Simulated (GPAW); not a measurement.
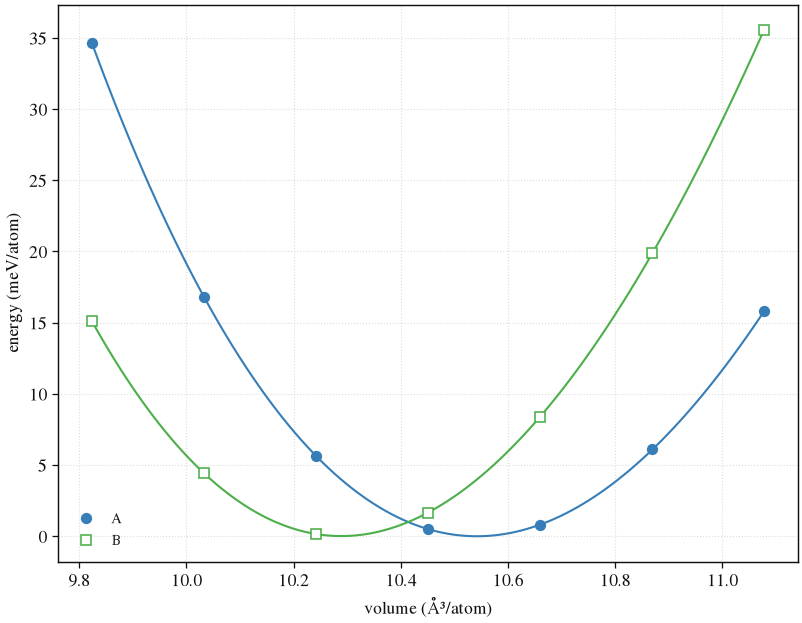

The figure compares two calculations of the energy against volume, each curve from its own zero. The first is for AlN, space group P6_3mc (No. 186).

The cell holds 4 atoms.

How it was computed, with GPAW 26.7.0: PAW DFT in plane waves, on a grid or in atomic orbitals, no spin polarisation; energies at scaled volumes of the given cell, shape and fractions fixed, counted from the fit's minimum, third-order Birch-Murnaghan fit. Level: LDA.

```tsv
setting	value
k mesh	7×7×4
occupations	Fermi–Dirac
smearing width	0.05 eV
potentials	PAW data sets made by gpaw setup for the functional
wave cutoff	800 eV
program settings	basis pw
```

In the second, the level changes from LDA to PBEsol.

### Which of A and B is the second calculation, and what did the change do?

A. The equilibrium volume rises from 10.29 to 10.54 Å³/atom (+2.4 %) and the bulk modulus falls from 213 to 202 GPa (−5.2 %).

For both, limits of the calculation: shape and atomic fractions are frozen while scaling, which makes layered, chain and framework solids too stiff.

V0 and the bulk modulus come from third-order Birch–Murnaghan fits.
